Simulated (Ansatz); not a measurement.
Geometry relaxation of Au (part 1 of 2)

The run: geometry relaxation of Au (2 atoms in the cell). Method and program: DFT PBE, scalar-relativistic, plane waves, PAW, no spin polarisation (Ansatz 0.2.0).

The structure derives from a Materials Project entry. It belongs to a series of runs on one base structure; here: film's bulk on the substrate's plane, third vector and atoms relaxed. Figures and captions count atoms from 1; the log counts them from 0 in places.

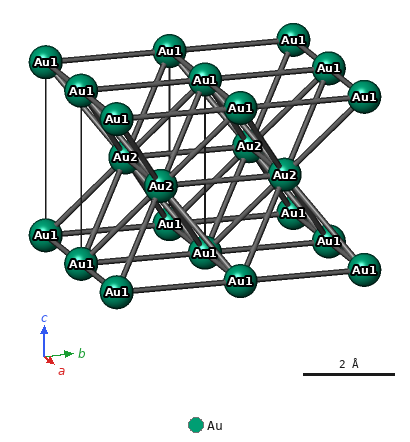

The input geometry (ball-and-stick view of the reduced cell, repeated 2 × 2 × 1, seen slightly off an axis; atoms are numbered from 1 in the order of the input).

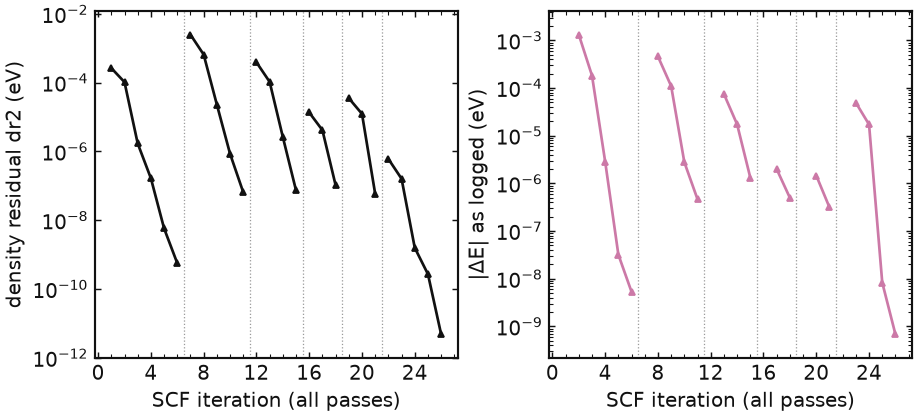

Convergence of the self-consistent field: density residual dr2 and size of the energy change against the SCF iteration. The dotted lines part the SCF passes of the relaxation: geometry steps, rejected trials and re-solves on a re-selected basis. The 6 passes take 3 to 6 iterations each, 26 in all.

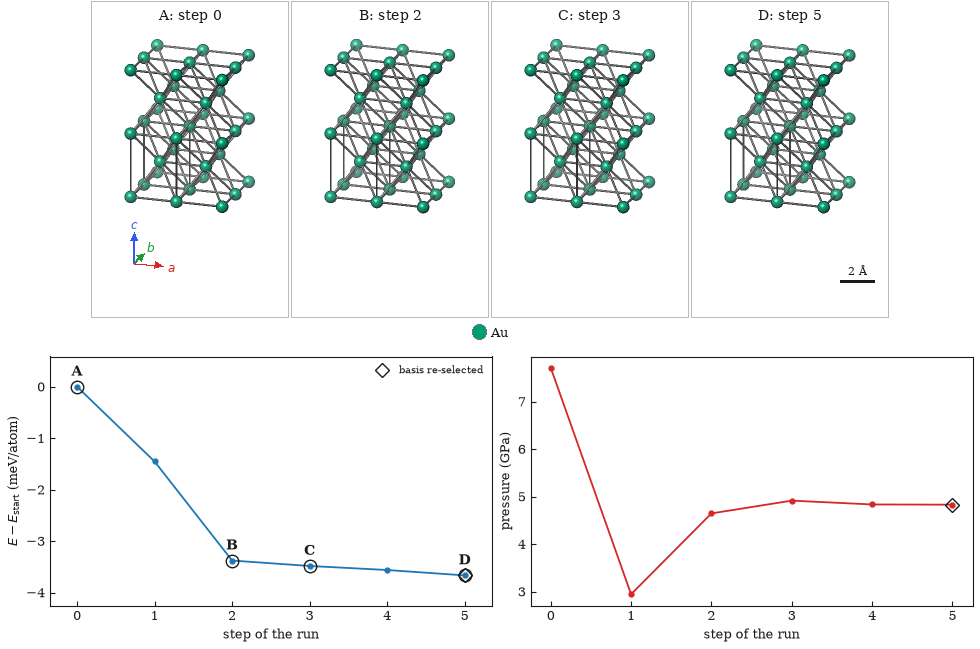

Frames of the relaxation (ball-and-stick view of the reduced cell, repeated 2 × 2 × 2, seen slightly off an axis) above the curves, on which the letters mark them (the first geometry is step 0 here and step 1 in the log).

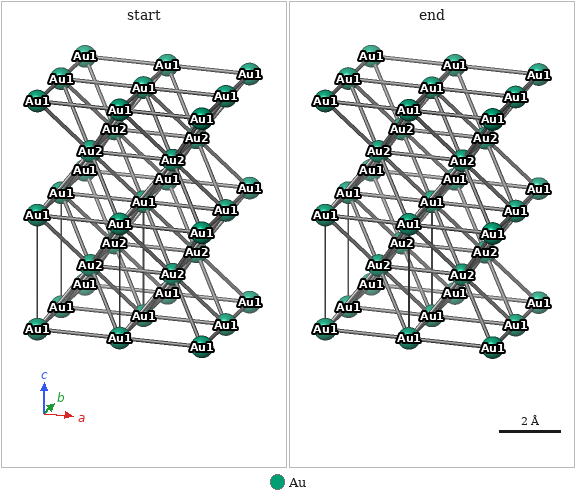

Before (left) and after (right) the relaxation, at one scale (ball-and-stick view of the reduced cell, repeated 2 × 2 × 2, seen slightly off an axis). After 4 geometry steps the energy has fallen by 3.6 meV per atom. All forces vanish by symmetry, so only the cell relaxes. The pressure goes from 7.71 to 4.83 GPa. The atoms keep their places relative to the cell (all moves are under 0.005 Å). The drawn cell changes as follows: a 2.967 → 3.026 Å (+2.0 %), b 2.967 → 2.972 Å (+0.2 %), c stays at 3.936 Å, γ 96.9° → 98.0°; the volume changes by +1.9 %. Among the contacts that change: Au1–Au1 2.967 → 3.026 Å, Au1–Au2 2.967 → 2.999 Å. The space group (tolerance 0.01 Å) goes from I4/mmm (No. 139) to C2/m (No. 12). A last SCF at the same geometry on a re-selected plane-wave basis shifts the energy by −0.1 meV per atom. (Atoms are counted from 1 in the order of the input.)

These pictures come from the run below.

**Input**
```yaml
crystal:
  lattice:
    - [3.9364226085, 0.0, 0.0]
    - [0.0, 3.9364226085, 0.0]
    - [-1.9682113043, 0.0, 2.2200867791]
  atoms:
    - { symbol: Au, position: [0.0, 0.0, 0.0] }
    - { symbol: Au, position: [0.5, 0.5, 0.0] }
basis:
  ecutwfc: 420
kpoints:
  mp_grid: { grid: [9, 9, 15] }
hamiltonian:
  xc: pbe
scf:
  occupations: { method: gaussian, width: 0.1 }
output:
  forces: true
  stress: true
  eigenvalues: true
relax:
  adjacent_minimum: "off"
  f_tol: 0.01
  max_steps: 50
  cell: { fix: [a, b, gamma], stress_tol: 0.1 }
```

Command:
```bash
ansatz run input.yaml --threads 4 --pin off --max-ram 8192MiB --backend cpu --events-out ev --progress --plain --runs-dir out
```

**What the program printed**
```
Warning: crystal.symmetry: narrowed to the stabiliser of the k-point mesh — unitary ops 16 → 8; excluded 8 operations that carry a point of the 9×9×15 mesh (shift [0, 0, 0]) off the mesh (the run samples exactly the mesh kpoints.mp_grid names, as under crystal.symmetry.detect: false, and its converged state has the mesh's symmetry, not the crystal's; ε∞, the Born charges and the force constants of a linear response (`dielectric:` by the response, `phonons.method: dfpt`) are averaged over those of the crystal's operations that the state keeps within a tolerance, where `mesh_tensors`, `unaveraged_element` or `gamma_mean_max_change_ev_ang2` stands beside them; a row that `dielectric.field_direction` solves alone is averaged likewise, with nothing beside; a Γ-centred mesh of equal divisions is mapped onto itself by every operation and keeps the whole group, as does a half-shifted one under kpoints.further_shifts: images)
Engine: ansatz 0.2.0, x86_64-unknown-linux-gnu
Pseudopotentials: kind: paw
Pseudopotential: Au, paw, valence charge 19, recommended cutoff 420 eV (normal), Au.paw.azcp
Functional definition: PBE
  parameter kappa = 0.804
  parameter beta = 0.06672455060314922
  exchange = pbe_x(kappa = kappa, mu = beta*pi^2/3)
  correlation = pbe_c(beta = beta)
Crystal: 2 atoms, lattice volume = 34.401 Å³
Basis set: ecut = 420 eV, 665 PW (Γ), exchange–correlation on 54×54×40 points (8 copies of the dense FFT grid, shifted against one another)
Bands: 23, of which v1, the nominal top of the filled ones, is band 19 counted from 1 (18 counted from 0)
Symmetry: 8 space group operations
k-points: 340 of 1215
Non-local potential: Au, projectors of the file, l = 0: 3, l = 1: 2, l = 2: 2, l = 3: 1
PAW form: soft (Blöchl's): semilocal exchange-correlation on the pseudo side does not see the compensation charge
PAW one-centre angular grid: Au, 590 points (default); XC on 64 Gauss nodes
Initial density: superposition of atomic densities (neutral atoms: chi_scale 0, normalization atom), corrected by the library's trained network
Initial wavefunctions: pseudopotential atomic-orbital guess
Functional: x = pbe(κ = 0.804, μ = 0.2195149727645171), c = pbe(β = 0.06672455060314922)
SCF iter   1: F=—  HF=-26298.578903 eV  |F-HF|=—  |Δ(HF+E_count)|=         —  Δρ=1.74e-3  dr2=2.66e-4  ethr=1.77e-3  ⟨swp⟩=4.5  Hψ=28977  notcnv=0
preconditioner: auto → Kerker (q_TF=auto, 2.774 Å⁻¹)  [metal: Δε(μ)=0.009 eV  Ē_g=10.875 eV  σ=0.100 eV  W_gap=0.05  n_scr=14 (ndim 8)  ℏωp=29.7 eV  f_vac=0.000  D(μ)=0.59/eV (n_scr^D=2)]
SCF iter   2: F=—  HF=-26298.580220 eV  |F-HF|=—  |Δ(HF+E_count)|=   1.32e-3  Δρ=1.01e-3  dr2=1.04e-4  ethr=7.01e-7  ⟨swp⟩=2.4  Hψ=17215  notcnv=0
SCF iter   3: F=—  HF=-26298.580403 eV  |F-HF|=—  |Δ(HF+E_count)|=   1.83e-4  Δρ=1.07e-4  dr2=1.71e-6  ethr=2.73e-7  ⟨swp⟩=2.0  Hψ=11480  notcnv=0
SCF iter   4: F=—  HF=-26298.580400 eV  |F-HF|=—  |Δ(HF+E_count)|=   2.85e-6  Δρ=2.56e-5  dr2=1.66e-7  ethr=4.50e-9  ⟨swp⟩=2.3  Hψ=12961  notcnv=0
iter 5 did not close the SCF: its close was put off for the readings that it lacked (scf_convergence_deferred on its scf_iter line)
SCF iter   5: F=-26298.580400 eV  HF=-26298.580400 eV  |F-HF|=4.55e-9  |Δ(HF+E_count)|=   3.19e-8  Δρ=5.52e-6  dr2=5.79e-9  ethr=4.36e-10  ⟨swp⟩=2.2  Hψ=11435  notcnv=0
SCF iter   6: F=-26298.580400 eV  HF=-26298.580400 eV  |F-HF|=2.18e-11  |Δ(HF+E_count)|=   5.29e-9  Δρ=1.55e-6  dr2=5.62e-10  ethr=1.52e-11  ⟨swp⟩=2.0  Hψ=22532  notcnv=0
SCF 1 converged in 6 iterations: F = -26298.580400 eV  dr2 = 5.62e-10
  greatest PAW one-centre occupation: 1.000 electrons in one spin orbital (limit 2), on the Au atom at site 1 (counted from 0), in its partial waves of l = 0
relax step   1: F+E_penalty+E_count = -26298.58040025 eV  Δ(F+E_penalty+E_count) = +0.000e0 eV  max|allowed force component| = 1.578e-30 eV/Å  Δτ_max = 0.0000 Å  P = +7.709 GPa  Ω = 34.401 Å³  fix = [a, b, gamma]  reactions: a +9.759, b +9.938 GPa  (6 SCF iters, dr2 threshold 1.00e-7 eV, accepted)
Crystal: 2 atoms, lattice volume = 35.561 Å³
Basis set: ecut = 420 eV, 683 PW (Γ), exchange–correlation on 54×54×40 points (8 copies of the dense FFT grid, shifted against one another)
Initial density: handed on by an earlier stage of this run
Initial wavefunctions: those handed on with the density
iter 1 solved again at ethr=6.72e-6 eV; its pass at ethr=3.10e-3 eV (dr2=2.55e-3 eV) is discarded
SCF iter   1: F=—  HF=-26298.583873 eV  |F-HF|=—  |Δ(HF+E_count)|=         —  Δρ=2.99e-3  dr2=2.50e-3  ethr=6.72e-6  ⟨swp⟩=1.6  Hψ=44491  notcnv=0
preconditioner: auto → Kerker (q_TF=auto, 2.759 Å⁻¹)  [metal: Δε(μ)=0.010 eV  Ē_g=10.574 eV  σ=0.100 eV  W_gap=0.06  n_scr=16 (ndim 8)  ℏωp=29.2 eV  f_vac=0.000  D(μ)=0.65/eV (n_scr^D=2)]
SCF iter   2: F=—  HF=-26298.583413 eV  |F-HF|=—  |Δ(HF+E_count)|=   4.60e-4  Δρ=1.66e-3  dr2=6.59e-4  ethr=6.57e-6  ⟨swp⟩=1.2  Hψ=8429  notcnv=0
SCF iter   3: F=—  HF=-26298.583303 eV  |F-HF|=—  |Δ(HF+E_count)|=   1.10e-4  Δρ=3.19e-4  dr2=2.31e-5  ethr=1.74e-6  ⟨swp⟩=2.5  Hψ=11226  notcnv=0
SCF iter   4: F=—  HF=-26298.583306 eV  |F-HF|=—  |Δ(HF+E_count)|=   2.78e-6  Δρ=7.21e-5  dr2=8.57e-7  ethr=6.07e-8  ⟨swp⟩=2.0  Hψ=10909  notcnv=0
SCF iter   5: F=-26298.583307 eV  HF=-26298.583307 eV  |F-HF|=1.39e-8  |Δ(HF+E_count)|=   4.64e-7  Δρ=1.38e-5  dr2=6.51e-8  ethr=5.26e-10  ⟨swp⟩=5.0  Hψ=31277  notcnv=0
SCF 2 converged in 5 iterations: F = -26298.583307 eV  dr2 = 6.51e-8
relax step   2: F+E_penalty+E_count = -26298.58330655 eV  Δ(F+E_penalty+E_count) = -2.906e-3 eV  max|allowed force component| = 9.466e-30 eV/Å  Δτ_max = 0.0000 Å  P = +2.944 GPa  Ω = 35.561 Å³  energy of the carried Pulay correction = -3.835e-4 eV  fix = [a, b, gamma]  reactions: a +5.400, b +5.685 GPa  (5 SCF iters, dr2 threshold 2.00e-7 eV, accepted)
Crystal: 2 atoms, lattice volume = 35.106 Å³
Basis set: ecut = 420 eV, 679 PW (Γ), exchange–correlation on 54×54×40 points (8 copies of the dense FFT grid, shifted against one another)
iter 1 solved again at ethr=1.53e-6 eV; its pass at ethr=3.10e-3 eV (dr2=5.82e-4 eV) is discarded
SCF iter   1: F=—  HF=-26298.587248 eV  |F-HF|=—  |Δ(HF+E_count)|=         —  Δρ=1.19e-3  dr2=3.93e-4  ethr=1.53e-6  ⟨swp⟩=2.0  Hψ=44046  notcnv=0
preconditioner: auto → Kerker (q_TF=auto, 2.765 Å⁻¹)  [metal: Δε(μ)=0.020 eV  Ē_g=10.686 eV  σ=0.100 eV  W_gap=0.11  n_scr=14 (ndim 8)  ℏωp=29.4 eV  f_vac=0.000  D(μ)=0.58/eV (n_scr^D=2)]
SCF iter   2: F=—  HF=-26298.587173 eV  |F-HF|=—  |Δ(HF+E_count)|=   7.50e-5  Δρ=6.60e-4  dr2=1.06e-4  ethr=1.03e-6  ⟨swp⟩=1.0  Hψ=7820  notcnv=0
SCF iter   3: F=—  HF=-26298.587156 eV  |F-HF|=—  |Δ(HF+E_count)|=   1.73e-5  Δρ=1.22e-4  dr2=2.64e-6  ethr=2.80e-7  ⟨swp⟩=2.3  Hψ=10853  notcnv=0
SCF iter   4: F=-26298.587157 eV  HF=-26298.587157 eV  |F-HF|=5.36e-8  |Δ(HF+E_count)|=   1.32e-6  Δρ=2.14e-5  dr2=7.40e-8  ethr=5.26e-10  ⟨swp⟩=2.9  Hψ=31486  notcnv=0
SCF 3 converged in 4 iterations: F = -26298.587157 eV  dr2 = 7.40e-8
relax step   3: F+E_penalty+E_count = -26298.58715726 eV  Δ(F+E_penalty+E_count) = -3.851e-3 eV  max|allowed force component| = 1.893e-29 eV/Å  Δτ_max = 0.0000 Å  P = +4.645 GPa  Ω = 35.106 Å³  energy of the carried Pulay correction = -2.349e-4 eV  fix = [a, b, gamma]  reactions: a +6.997, b +7.206 GPa  (4 SCF iters, dr2 threshold 2.00e-7 eV, accepted)
Crystal: 2 atoms, lattice volume = 35.039 Å³
Basis set: ecut = 420 eV, 675 PW (Γ), exchange–correlation on 54×54×40 points (8 copies of the dense FFT grid, shifted against one another)
iter 1 solved again at ethr=1.85e-7 eV; its pass at ethr=3.10e-3 eV (dr2=7.04e-5 eV) is discarded
```
